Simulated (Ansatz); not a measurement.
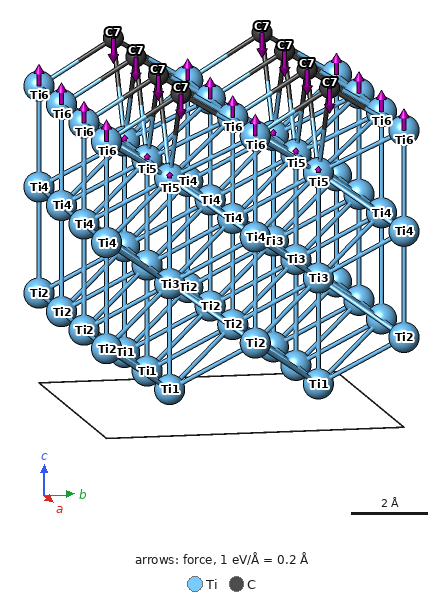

Starting geometry of a slab of composition Ti6C (cut from the Fm-3m phase) with the computed forces as purple arrows. Style: ball-and-stick. Shown: the 3 × 2 repeat of the cell, outlined in the plane, without the vacuum, slightly off an axis.

Case: C put at a bridge Ti-Ti site. The slab is the (1 1 0) face of Ti with C on it. 3 atoms are held fixed.

These are results of Ansatz 0.2.0, DFT PBEsol, scalar-relativistic, plane waves, PAW, not measurements.

Input file:
```yaml
crystal:
  lattice:
    - [2.8679135959, 0.0, 0.0]
    - [0.0, 4.0558423031, 0.0]
    - [0.0, 0.0, 26.1697839898]
  atoms:
    - { symbol: Ti, position: [0.5, 0.5, 0.3248020695] }
    - { symbol: Ti, position: [0.0, 0.0, 0.3795964385] }
    - { symbol: Ti, position: [0.5, 0.5, 0.4343908074] }
    - { symbol: Ti, position: [0.0, 0.0, 0.4894145414] }
    - { symbol: Ti, position: [0.5, 0.5, 0.5435313401] }
    - { symbol: Ti, position: [0.0, 0.0, 0.5938857323] }
    - { symbol: C, position: [0.0, 0.5, 0.6405043823] }
basis:
  ecutwfc: 420
kpoints:
  mp_grid: { grid: [10, 7, 1] }
hamiltonian:
  xc: pbesol
scf:
  occupations: { method: gaussian, width: 0.1 }
output:
  forces: true
  eigenvalues: true
  write_density: true
  write_potential: true
  elf: true
  volumetric_format: npy
relax:
  adjacent_minimum: "off"
  f_tol: 0.03
  max_steps: 70
  constraints: [{ sites: [0, 1, 2] }]
efield:
  axis: 3
  dipole_correction: true
  ramp_width: 0.04
```

Run as
```bash
ansatz run input.yaml --threads 2 --pin off --max-ram 5120MiB --backend cpu --events-out ev --progress --plain --runs-dir out
```

> What follows when this structure is relaxed?

It isn't relaxed: the largest force vector, on C7, is 3.53 eV/Å. The atoms end up moving mostly along the starting forces (cosine between the two patterns 0.89). The atom that moves furthest is C7 (1.07 Å along the normal (−c)). Largest moves by element: C 1.07 Å, Ti 0.27 Å. The lattice vectors keep their values. Near-neighbour distances that change, for instance: Ti5–C7 2.915 → 1.977 Å, Ti4–Ti6 2.734 → 3.128 Å, Ti6–C7 2.367 → 2.031 Å, Ti2–Ti4 2.874 → 2.748 Å. Bond angles that change, for instance: Ti6–C7–Ti6 117.9° → 173.5°, Ti5–C7–Ti5 58.9° → 93.0°, Ti5–C7–Ti6 63.3° → 92.2°. Over 8 geometry steps the energy falls by 2.843 eV per cell of the calculation. The largest force component goes from 3.5 to 0.01 eV/Å. Cost: 2.4 min on 2 threads of Intel(R) Xeon(R) Platinum 8488C (Sapphire Rapids), with other jobs on the host, peak memory 0.7 GiB.

Limits of the set-up: the periodic images lie only 2.9 Å apart, so the values are limited by the cell's size.
